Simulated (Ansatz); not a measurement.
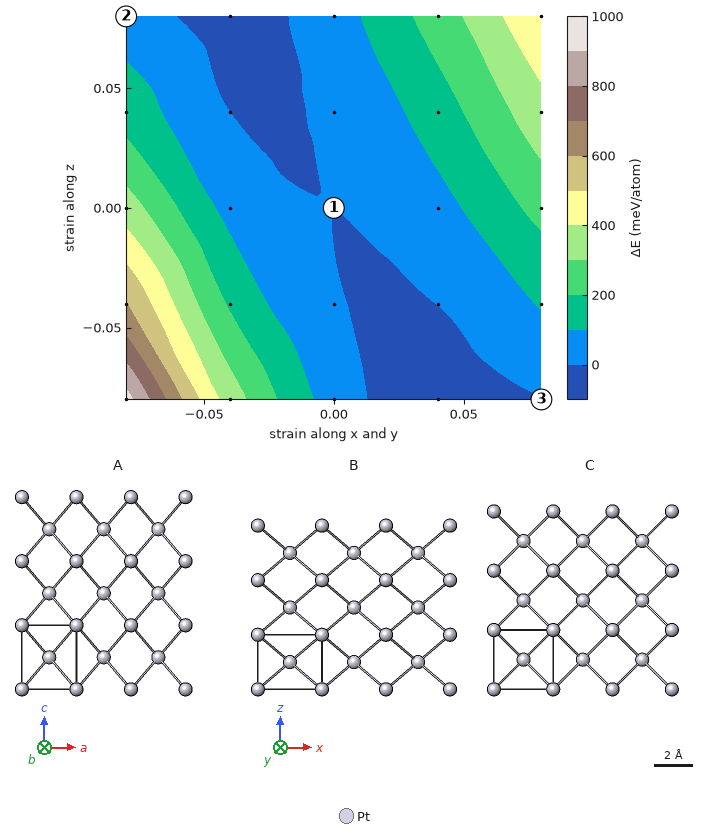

A scan of a crystal of Pt (Im-3m): the cell is strained equally along x and y and separately along z, with the atoms kept at their fractional coordinates. x, y and z are the Cartesian axes of the input. The map is interpolated between the computed points (dots). The frames are shuffled; each belongs to one numbered point. Style: ball-and-stick. Shown: the conventional cell (2 times the calculation's cell), repeated 3 × 2 × 3 with one cell outlined, along the b axis. Lengths and directions refer to the drawn axes.

The calculation used DFT PBE, scalar-relativistic, plane waves, PAW (Ansatz 0.2.0). Set-up: plane-wave cutoff 420 eV; k-point mesh 22 × 22 × 22; occupations gaussian; smearing width 0.15 eV; no spin polarisation. Energies (free energies at the smearing named) are counted from the cell as listed in its source, which wasn't relaxed.

**Which frame belongs to which numbered point?**

Point 1 is frame C, at (0.000, 0.000) and 0 meV/atom; 2 is frame A, at (−0.080, 0.080) and 36 meV/atom; 3 is frame B, at (0.080, −0.080) and −5 meV/atom. In pairs of (strain along x and y; strain along z): the lowest computed point lies at (0.040, −0.080) (−47 meV/atom), the highest at (−0.080, −0.080) (938 meV/atom). It lies on the edge of the grid, so the true minimum may be outside the range scanned. The pressure runs from −29.1 GPa at (0.080, 0.080) to 112.3 GPa at (−0.080, −0.080).
